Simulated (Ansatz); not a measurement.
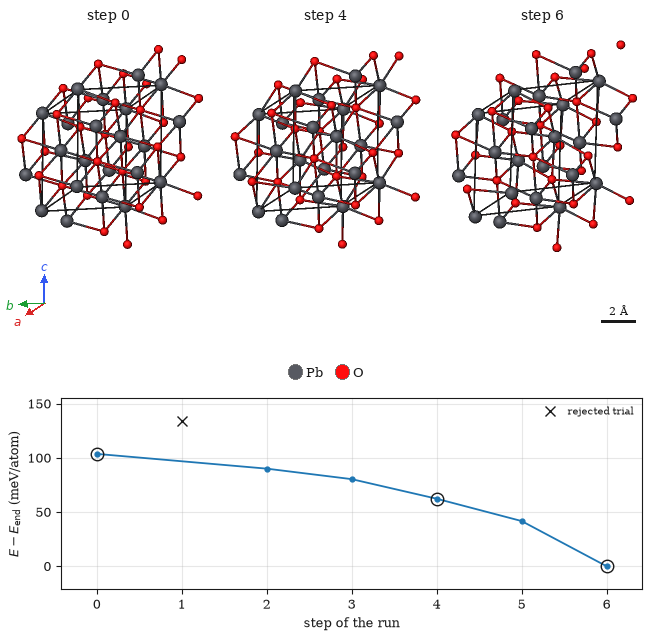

Frames of a relaxation of a crystal of PbO (built on the CuPt (L1_1)_166 type) (coarse preliminary run), marked on the history of the run. The picture is a ball-and-stick view of the cell of the calculation, reduced to other axes, seen from a free direction. Lengths and directions refer to the drawn axes.

Computed with DFT PBE, scalar-relativistic, plane waves, PAW in Ansatz.

Input file:
```yaml
crystal:
  lattice:
    - [2.5881798082, 2.6539325295, -0.0006409645]
    - [2.630632089, -2.6976667392, 5.3079957226]
    - [2.5787022596, -2.6431730519, -5.2547839643]
  atoms:
    - { symbol: Pb, position: [0.5032895447, 0.999778968, 0.5082135473] }
    - { symbol: Pb, position: [0.0047229412, 0.5036272614, 0.5102220061] }
    - { symbol: Pb, position: [0.0060513008, -0.0059021648, 0.9926949145] }
    - { symbol: Pb, position: [0.516789737, 0.5037253673, 0.0028066098] }
    - { symbol: O, position: [6.81099e-05, 0.2421312871, 0.7479400993] }
    - { symbol: O, position: [0.4990545503, 0.7451634761, 0.7498086594] }
    - { symbol: O, position: [0.476557945, 0.2653388942, 0.2468017676] }
    - { symbol: O, position: [-0.006534129, 0.7461369108, 0.241512396] }
basis:
  ecutwfc: 420
kpoints:
  mp_grid: { grid: [6, 4, 4] }
hamiltonian:
  xc: pbe
scf:
  occupations: { method: gaussian, width: 0.1 }
output:
  forces: true
  stress: true
  eigenvalues: true
relax:
  adjacent_minimum: "off"
  f_tol: 0.015
  max_steps: 120
  cell: { stress_tol: 0.15 }
```

Run as
```bash
ansatz run input.yaml --threads 1 --pin off --max-ram 2560MiB --backend cpu --events-out ev --progress --plain --runs-dir out
```

### What happens along the run?

The run was cut off at its time limit before the relaxation converged, so the last structure is only a point on the way. The largest move relative to the cell is that of O6, 0.61 Å along [1 1 −2]. By element the largest moves are O 0.61 Å, Pb 0.16 Å. The volume changes by +4.4 %, with a 3.707 → 3.701 Å (−0.2 %), b 6.423 → 6.508 Å (+1.3 %), c 6.509 → 6.899 Å (+6.0 %), α 109.5° → 113.4°, β 90.8° → 90.4°, γ 90.8° → 88.3°. Near-neighbour distances that change, for instance: Pb4–O6 2.612 → 3.432 Å, Pb3–O8 2.624 → 3.378 Å, Pb2–O5 2.639 → 3.332 Å, Pb2–O8 2.701 → 2.251 Å. Among the angles between lasting bonds that change: Pb1–O6–Pb3 88.2° → 104.4°, Pb1–O5–Pb3 89.3° → 104.8°, O5–Pb1–O6 91.4° → 78.2°. The space group stays P1 (No. 1). The energy falls by 104 meV per atom in 5 accepted moves (6 points after the start). Largest force component: 0.47 eV/Å at the start, 0.47 eV/Å at the end. The pressure goes from 0.27 to 0.06 GPa. The line search rejected the trial step at point 1 of the run. From step 0 to 4: O6 moves most (0.35 Å), volume +0.7 %, energy −41.4 meV per atom. From step 4 to 6: O atoms move most (0.28 Å), volume +3.6 %, energy −62.3 meV per atom.

| step | E − E(0), meV/atom | largest force component, eV/Å | pressure, GPa | volume, Å³/atom | note |
| --- | --- | --- | --- | --- | --- |
| 0 | 0.00 | 0.4744 | 0.27 | 18.252 |  |
| 1 | 30.36 | 1.3124 | 0.87 | 18.208 | rejected |
| 2 | -13.62 | 0.3086 | -0.04 | 18.278 |  |
| 3 | -23.30 | 0.3285 | -0.12 | 18.299 |  |
| 4 | -41.37 | 0.5118 | 0.00 | 18.383 |  |
| 5 | -61.97 | 0.8646 | 1.24 | 18.609 |  |
| 6 | -103.68 | 0.4708 | 0.06 | 19.054 |  |
